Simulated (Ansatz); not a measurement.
```
Ge
1.0
     2.97611    0.00000    0.00000
     0.00000    5.18938    0.00000
     0.00000    0.00000    4.72760
Ge
4
Direct
  0.00000 0.66655 0.75000
  0.50000 0.16655 0.75000
  0.00000 0.33345 0.25000
  0.50000 0.83345 0.25000
```

Space group Cmcm; a structure from a database of computed crystals, not necessarily the ambient phase; computed pressure about 2 GPa in this cell.

Theory: Kohn-Sham DFT of a periodic cell, PBE0, Ansatz PAW in Ansatz.

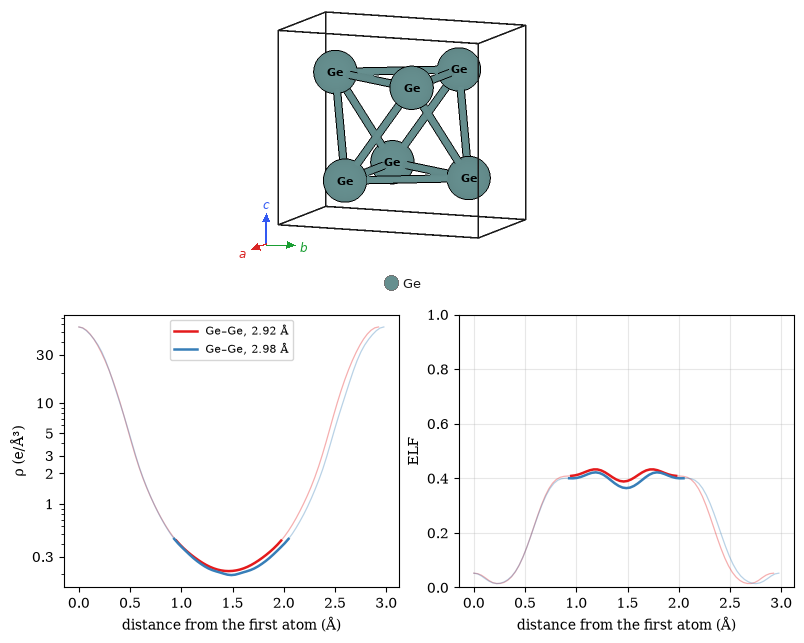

Ge. Valence pseudo-density and electron localisation function along straight lines between neighbouring atoms. Thin, pale parts lie inside the atomic spheres. The structure is drawn too.

In a PAW calculation such maps are meaningful between the atoms, not at the nuclei.

What can be read from the curves?

Ge–Ge (2.92 Å): ρ is about 0.22 e/Å³ halfway; the ELF is about 0.40 at the midpoint.
Ge–Ge (2.98 Å): the density is about 0.2 e/Å³ at the midpoint; the ELF is about 0.35 at the midpoint.
